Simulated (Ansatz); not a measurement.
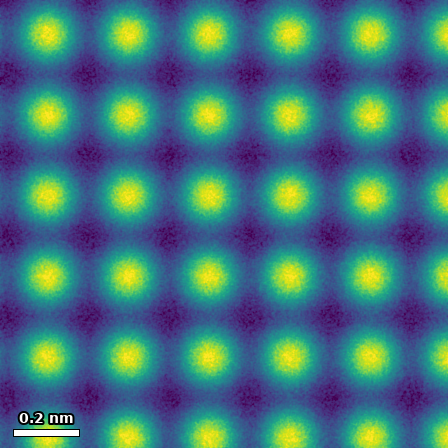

HAADF-like image of Ru. Simulated incoherent Z contrast: every atom adds Z^1.8 spread by a probe of 1.30 Å full width; channelling and multiple scattering are left out. The probe carries 15 % of its weight in a tail 2.5 times as wide. The display is stretched by a gamma of 0.65; percentages refer to the linear signal. Shot noise was added.

### Give the net of the columns and its spacings.

The pattern repeats on a square net with a repeat of 2.5 Å.

### What is the plane group of the image?

p4mm: fourfold points with mirror lines through them along the axes and the diagonals.

### How many columns does the smallest repeating cell hold, and how many levels of brightness?

1 column in the primitive cell of 6.4 Å², all of one brightness.

The crystal is Ru (Pm-3m, No. 221) seen along [001]. Structure used: the geometry relaxed with DFT, revPBE, plane waves (420 eV) with PAW, scalar-relativistic in Ansatz 0.2.0; the starting structure was generated, so it need not be a known form of this composition.
